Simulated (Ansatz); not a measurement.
The calculation's input:

```
crystal:
  lattice:
    - [-4.574440391, 0.0, 0.0]
    - [-2.2872201955, -3.9615815867, 0.0]
    - [0.0, 0.0, 13.1331144996]
  atoms:
    - { symbol: Si, position: [0.6716638696, 0.1641680652, 0.4166666667] }
    - { symbol: Si, position: [0.6716638696, 0.1641680652, 0.9166666667] }
    - { symbol: Si, position: [0.8358319348, 0.8358319348, 0.0833333333] }
    - { symbol: Si, position: [0.8358319348, 0.8358319348, 0.5833333333] }
    - { symbol: Si, position: [0.8358319348, 0.3283361304, 0.25] }
    - { symbol: Si, position: [0.8358319348, 0.3283361304, 0.75] }
    - { symbol: Si, position: [0.3283361304, 0.8358319348, 0.4166666667] }
    - { symbol: Si, position: [0.3283361304, 0.8358319348, 0.9166666667] }
    - { symbol: Si, position: [0.1641680652, 0.1641680652, 0.0833333333] }
    - { symbol: Si, position: [0.1641680652, 0.1641680652, 0.5833333333] }
    - { symbol: Si, position: [0.1641680652, 0.6716638696, 0.25] }
    - { symbol: Si, position: [0.1641680652, 0.6716638696, 0.75] }
    - { symbol: Mo, position: [0.5, 1.0, 0.25] }
    - { symbol: Mo, position: [0.5, 1.0, 0.75] }
    - { symbol: Mo, position: [0.5, 0.5, 0.0833333333] }
    - { symbol: Mo, position: [0.5, 0.5, 0.5833333333] }
    - { symbol: Mo, position: [0.0, 0.5, 0.4166666667] }
    - { symbol: Mo, position: [0.0, 0.5, 0.9166666667] }
basis:
  ecutwfc: 420
kpoints:
  mp_grid: { grid: [10, 10, 3] }
hamiltonian:
  xc: pbesol
scf:
  occupations: { method: gaussian, width: 0.15 }
output:
  forces: true
  stress: true
  eigenvalues: true
  write_density: true
  write_potential: true
  elf: true
  volumetric_format: npy
```

Run with:

```sh
ansatz run input.yaml --threads 2 --pin off --max-ram 5120MiB --backend cpu --events-out ev --progress --plain --runs-dir out
```

Space group P6₂22; a structure from a database of computed crystals, not necessarily the ambient phase; computed without spin polarisation.

These are results of Ansatz 0.2.0, DFT PBEsol, scalar-relativistic, plane waves, PAW, not measurements.

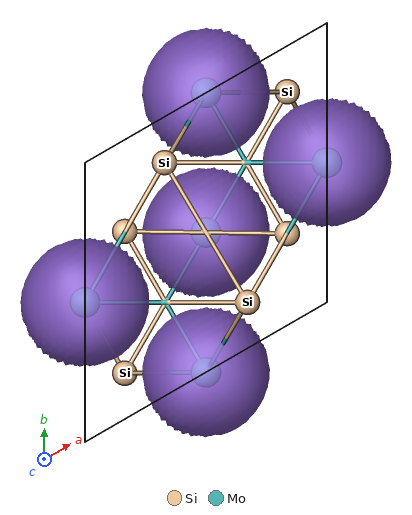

Si2Mo. Isosurface of the valence pseudo-density at 0.6 e/Å³ (purple), seen along the c axis. Sticks mark near contacts.

Which contacts does the surface bridge?

Answer. At this value the density breaks into separate islands; it holds about 45 % of the electrons treated as valence (semicore included). It bridges none of the near contacts. It is pinched off along the sampled Si–Si (2.55 Å), Si–Mo (2.56 Å), Si–Si (2.60 Å) and Si–Mo (2.63 Å) contacts. On the grid the lowest density along these lines, outside the cores, is 0.37 e/Å³ (Si–Si, 2.55 Å), 0.42 e/Å³ (Si–Mo, 2.56 Å), 0.34 e/Å³ (Si–Si, 2.60 Å) and 0.39 e/Å³ (Si–Mo, 2.63 Å).
